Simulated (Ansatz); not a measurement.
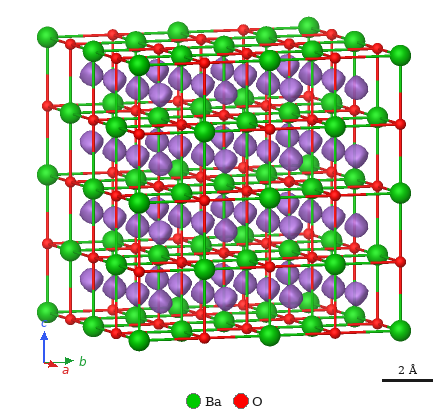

Crystal voids of BaO (Fm-3m): the purple surface encloses the regions where the procrystal electron density, the sum of the densities of spherically averaged neutral Hartree-Fock atoms, is below 0.01 e/bohr³ (2×2×2 cells, view slightly off an axis). No self-consistent density enters. Pale faces close the region where the drawn box cuts it. From Rb on the atoms have core potentials, so only their outer electrons count. The usual level for crystal voids is 0.002 e/bohr³; this crystal has almost no region below it, so a higher level is used, which marks the interstitial space of lowest density.

Origin of the cell: the end point of a relaxation with DFT r2SCAN, scalar-relativistic, plane waves, PAW (Ansatz 0.2.0).

```cif
data_structure
_symmetry_space_group_name_H-M 'Fm-3m'
_symmetry_Int_Tables_number 225
_cell_length_a 5.5442
_cell_length_b 5.5442
_cell_length_c 5.5442
_cell_angle_alpha 90.000
_cell_angle_beta 90.000
_cell_angle_gamma 90.000
_cell_volume 170.42
loop_
_atom_site_label
_atom_site_type_symbol
_atom_site_symmetry_multiplicity
_atom_site_Wyckoff_symbol
_atom_site_fract_x
_atom_site_fract_y
_atom_site_fract_z
_atom_site_occupancy
Ba1 Ba 4 a 0.00000 0.00000 0.00000 1
O1 O 4 b 0.50000 0.00000 0.00000 1
```

Question: What share of the cell is void by this measure?

Answer: The voids take about 2.9 % of the cell (4.9 Å³ of 170.4 Å³) and are bounded by about 31 Å² of surface per cell.

Question: What shape does the empty space take in three dimensions?

Answer: They are isolated pockets that do not connect across cells.

Question: How low does the density fall, and where?

Answer: To about 0.0028 e/bohr³ near 0.00, 0.00, 0.00 (fractional), 0.0 Å from the nearest nucleus.

Question: At what density do the voids first join through the crystal?

Answer: At about 0.011 e/bohr³, as a three-dimensional network.
